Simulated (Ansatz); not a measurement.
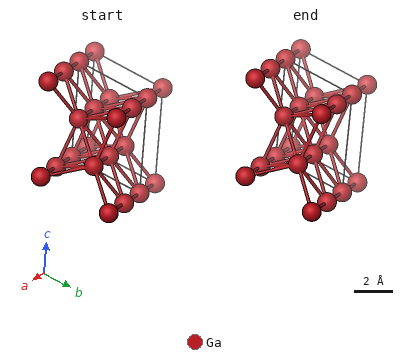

The structure of solid Ga (set up in I4/mmm) before (left) and after (right) a relaxation, at one scale.

Style: ball-and-stick. Shown: the cell of the calculation, repeated 3 × 1 × 1 with one cell outlined, slightly off an axis.

Case: 3 of 3 In sites taken by Ga, cell and atoms relaxed.

The calculation used DFT PBE, scalar-relativistic, plane waves, PAW (Ansatz).

Input
```yaml
crystal:
  lattice:
    - [-2.9892831463, 0.0, 0.0]
    - [0.0, 0.0, -4.2255233856]
    - [1.4946415731, -4.4839247194, 2.1127616928]
  atoms:
    - { symbol: Ga, position: [0.6666666667, 0.6666666667, 0.3333333333] }
    - { symbol: Ga, position: [0.3333333333, 0.3333333333, 0.6666666667] }
    - { symbol: Ga, position: [0.0, 0.0, 0.0] }
basis:
  ecutwfc: 420
kpoints:
  mp_grid: { grid: [14, 14, 14] }
hamiltonian:
  xc: pbe
scf:
  occupations: { method: gaussian, width: 0.1 }
output:
  forces: true
  stress: true
  eigenvalues: true
relax:
  adjacent_minimum: "off"
  f_tol: 0.015
  max_steps: 60
  cell: { stress_tol: 0.15 }
```

Run as
```bash
ansatz run input.yaml --threads 1 --pin off --max-ram 2560MiB --backend cpu --events-out ev --progress --plain --runs-dir out
```

### What changed between the two?

No atom moves by more than 0.005 Å relative to the cell. Cell: a 2.989 → 2.948 Å (−1.4 %), b 4.226 → 4.126 Å (−2.4 %), c 5.177 → 5.317 Å (+2.7 %), α 114.1° → 112.8°, β 106.8° → 106.1°. Volume +0.4 %. Some distances before and after: Ga1–Ga2 2.989 → 3.116 Å, Ga1–Ga1 2.989 → 2.948 Å, Ga1–Ga2 (another image) 2.989 → 2.976 Å. The space group (tolerance 0.01 Å) goes from Fm-3m (No. 225) to Immm (No. 71). Over 4 accepted moves (6 points after the start) the energy falls by 1.9 meV per atom. All forces vanish by symmetry, so only the cell relaxes. Pressure: 0.05 GPa at the start and 0.00 GPa at the end. The line search rejected the trial step at point 4 of the run. At 1 point the geometry stayed and the basis and grid were re-selected for the new cell (energy shift of less than 0.05 meV per atom at most each time). The run took 2.4 min on 1 thread of Intel(R) Xeon(R) Platinum 8488C (Sapphire Rapids), with other jobs on the host, peak memory 0.73 GiB.
